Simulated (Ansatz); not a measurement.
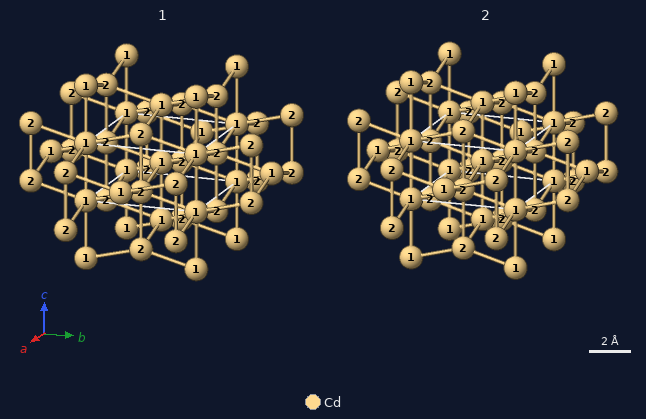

Two geometries of crystalline Cd (built on the beta-tin_141 type) (coarse preliminary run), drawn at one scale. One is the start of a relaxation, the other its converged end. A ball-and-stick model of the conventional cell (2 times the calculation's cell), seen slightly off an axis. Lengths and directions refer to the drawn axes.

The calculation used DFT r2SCAN, scalar-relativistic, plane waves, PAW in Ansatz. Set-up: plane-wave cutoff 500 eV; k-point mesh 6 × 6 × 6; occupations gaussian; smearing width 0.1 eV; no spin polarisation; cell and atoms relaxed; force threshold 0.04 eV/Å; at most 70 steps.

Which one is relaxed?

Structure 1 is the relaxed one. Case: beta-tin type (I4_1/amd, No. 141). No atom moves by more than 0.005 Å relative to the cell. The drawn cell changes as follows: a = b 5.458 → 5.764 Å (+5.6 %), c 2.978 → 2.935 Å (−1.4 %); the volume changes by +9.9 %. Among the contacts that change: Cd1–Cd2 2.829 → 2.974 Å, Cd1–Cd1 2.978 → 2.935 Å. The space group stays I4_1/amd (No. 141). The energy falls by 0.130 eV per cell of the calculation in 2 accepted moves (3 points after the start). All forces vanish by symmetry, so only the cell relaxes. The pressure goes from 5.57 to 0.10 GPa. The SCF was repeated once at an unchanged geometry on a basis and grid sized afresh for the cell, which shifted the energy by 3.6 meV per cell of the calculation at most. The run took about 20 core-seconds on a shared host.
